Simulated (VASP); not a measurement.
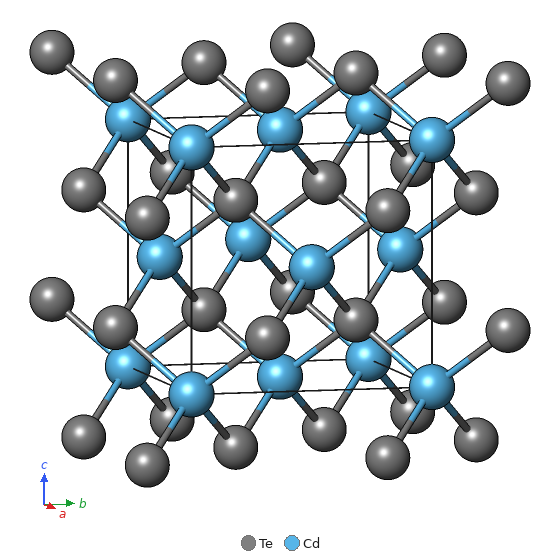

CdTe (space group F-43m, No. 216): an entry of the Crystallography Open Database, as set up for an electronic-structure calculation.

Bonds are taken as Cd–Te below 3.1 Å; no other contact counts. Simplification: prune 0- and 1-connected atoms, fold 2-connected ones into links.

Question: What kind of net remains, and which atoms are its nodes?

Answer: A uninodal 4-connected, three-periodic net: Te and Cd are 4-connected nodes.

Question: Name the underlying net.

Answer: It is the dia net, known from diamond, zinc blende and cristobalite.

Question: Is the net interpenetrated?

Answer: It is a single net, without interpenetration.

Question: Give the first ten terms of the coordination sequence (nodes one, two, three … edges away).

Answer: Te and Cd: 4, 12, 24, 42, 64, 92, 124, 162, 204, 252.

The simplified net, drawn on the atoms' positions. Nodes are coloured by element. Edges to nodes outside the piece are drawn as stubs.

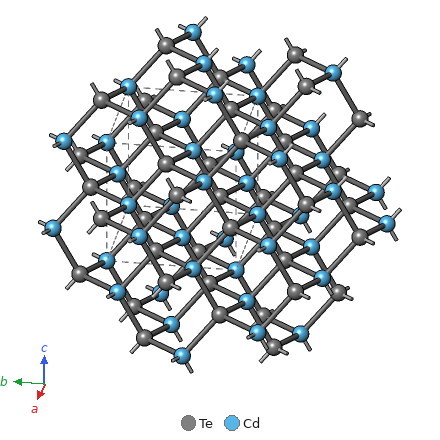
